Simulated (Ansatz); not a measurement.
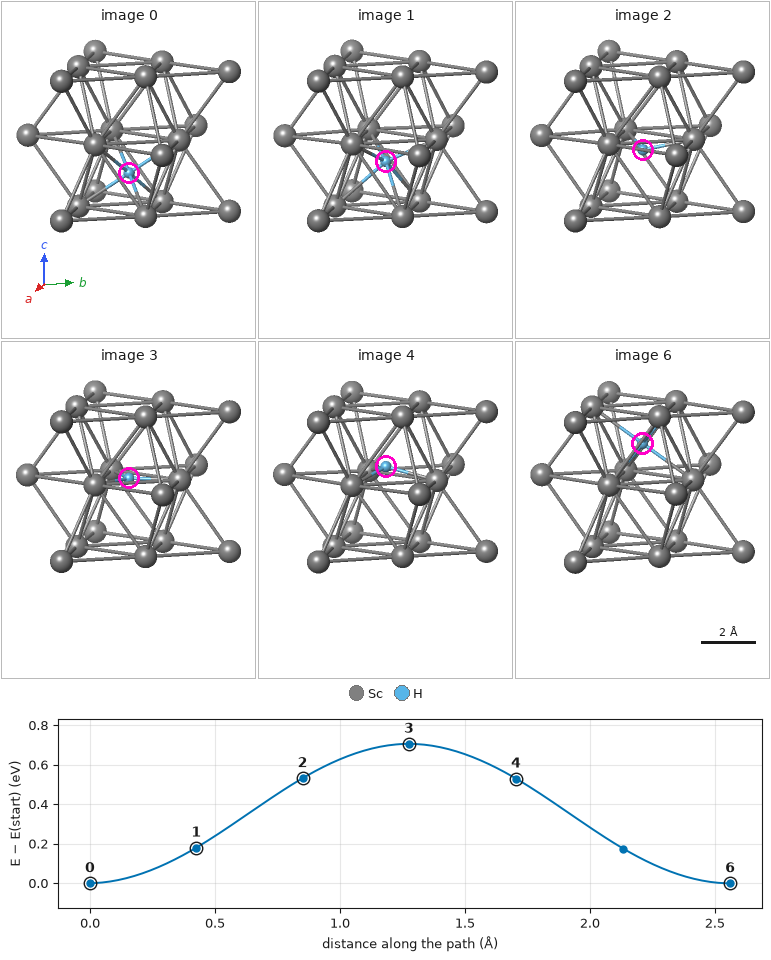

NEB run on Sc with an interstitial H (13 atoms in the cell). Images are numbered from 0 (start) to 6 (end). The picture is a ball-and-stick view of the atoms within 4.9 Å of the middle of the path, seen slightly off an axis. The moving atom is ringed, with any periodic copies. Bonds to atoms that aren't drawn are left out.

The calculation used DFT PBE, scalar-relativistic, plane waves, PAW (Ansatz 0.2.0). Run with plane-wave cutoff 420 eV; k-point mesh 3 × 2 × 3; Gaussian smearing 0.05 eV; 5 movable images; climbing image; force threshold 0.05 eV/Å; iteration limit 48; starting path by image-dependent pair potential.

Read off the barrier and say what moves.

The barrier is about 0.71 eV in both directions, with image 3 at the top; the ends have nearly the same energy. The H atom travels furthest, 2.63 Å from end to end, along +c, on a straight line. At the highest image its nearest neighbour (Sc) is 1.93 Å away, against 2.30 Å at the start, and the surrounding atoms stand up to 0.06 Å off the mean of their end positions. The band converged in 8 iterations. The largest component of the band force went from 1.2 to 0.036 eV/Å. The climbing image converged on the top of the path. A check of its curvatures found one unstable direction (−2.1 eV/Å²), as a transition state must have.

Limits of the set-up: the k-point mesh is coarse for a cell with partly filled bands; the periodic images lie only 5.3 Å apart, so the values are limited by the cell's size.
